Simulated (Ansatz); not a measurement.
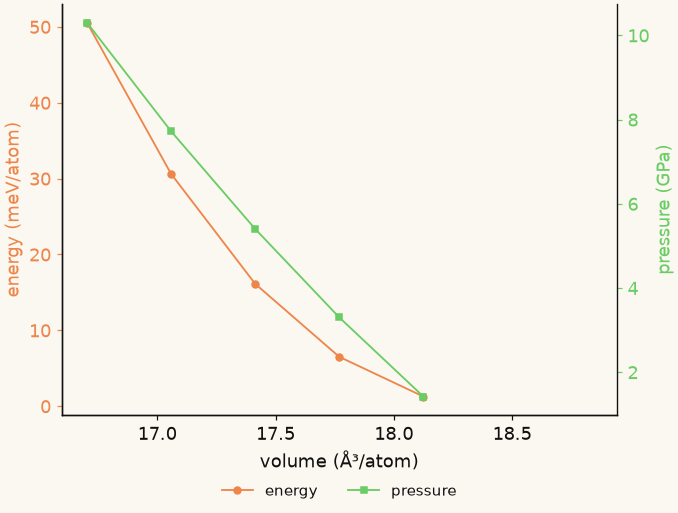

The figure shows the energy and pressure against volume for SnO, space group P4/nmm (No. 129).

Structure:
```cif
data_structure
_symmetry_space_group_name_H-M 'P 1'
_symmetry_Int_Tables_number 1
_cell_length_a 3.8137
_cell_length_b 3.8137
_cell_length_c 4.8869
_cell_angle_alpha 90.000
_cell_angle_beta 90.000
_cell_angle_gamma 90.000
_cell_volume 71.08
loop_
_atom_site_label
_atom_site_type_symbol
_atom_site_fract_x
_atom_site_fract_y
_atom_site_fract_z
_atom_site_occupancy
Sn1 Sn 0.50000 0.00000 0.76463 1
Sn2 Sn 0.00000 0.50000 0.23537 1
O1 O 0.00000 0.00000 0.00000 1
O2 O 0.50000 0.50000 0.00000 1
```

Method: plane-wave DFT, no spin polarisation; energies at scaled volumes of the given cell, shape and fractions fixed, counted from the fit's minimum, third-order Birch-Murnaghan fit (Ansatz 0.2.0). Level: BPBE.

```json
{"setting": "k mesh", "value": "7×7×6"}
{"setting": "occupations", "value": "Fermi–Dirac"}
{"setting": "smearing width", "value": "0.05 eV"}
{"setting": "potentials", "value": "Ansatz PAW"}
{"setting": "wave cutoff", "value": "420 eV"}
{"setting": "density cutoff", "value": "1680 eV"}
```

The points at volume 18.48 Å³/atom and 18.84 Å³/atom are left out of the plot. What values does the calculation give there?

```tsv
volume (Å³/atom)	energy (meV/atom)	pressure (GPa)
18.48	0.07	-0.28
18.84	2.39	-1.81
```

Keep in mind: the functional was run on potentials made for another functional; shape and atomic fractions are frozen while scaling, which makes layered, chain and framework solids too stiff.
